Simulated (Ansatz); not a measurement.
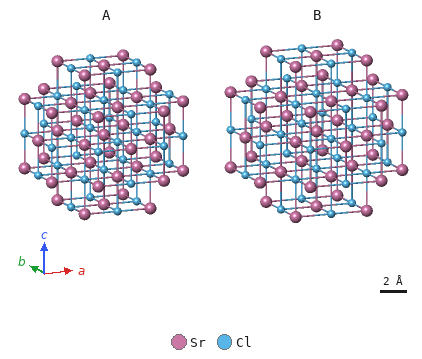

Two geometries of crystalline SrCl (a generated structure, set up in Fm-3m) (coarse preliminary run), drawn at one scale. One is the start of a relaxation, the other its converged end. A ball-and-stick model of the conventional cell (4 times the calculation's cell), seen slightly off an axis. Lengths and directions refer to the drawn axes.

Theory: DFT r2SCAN, scalar-relativistic, plane waves, PAW in Ansatz 0.2.0. Settings: plane-wave cutoff 500 eV; k-point mesh 6 × 6 × 6; occupations gaussian; smearing width 0.1 eV; no spin polarisation; cell and atoms relaxed; force threshold 0.05 eV/Å; at most 60 steps.

Which one is relaxed?

Answer. Structure B is the relaxed one. Case: S → Cl, Y → Sr on all its sites, cell and atoms relaxed. After 4 accepted moves (5 points after the start) the energy has fallen by 191 meV per atom. All forces vanish by symmetry, so only the cell relaxes. Pressure: 13.48 GPa at the start and −0.05 GPa at the end. The SCF was repeated once at an unchanged geometry on a basis and grid sized afresh for the cell, which shifted the energy by 0.7 meV per atom at most. No atom moves by more than 0.005 Å relative to the cell. The drawn cell changes as follows: a = b = c 5.552 → 6.009 Å (+8.2 %); the volume changes by +26.8 %. Among the contacts that change: Cl–Sr 2.776 → 3.004 Å. The space group stays Fm-3m (No. 225). The run took 11 s on 1 thread of Arm Neoverse V2 (shared host), peak memory 0.43 GiB.
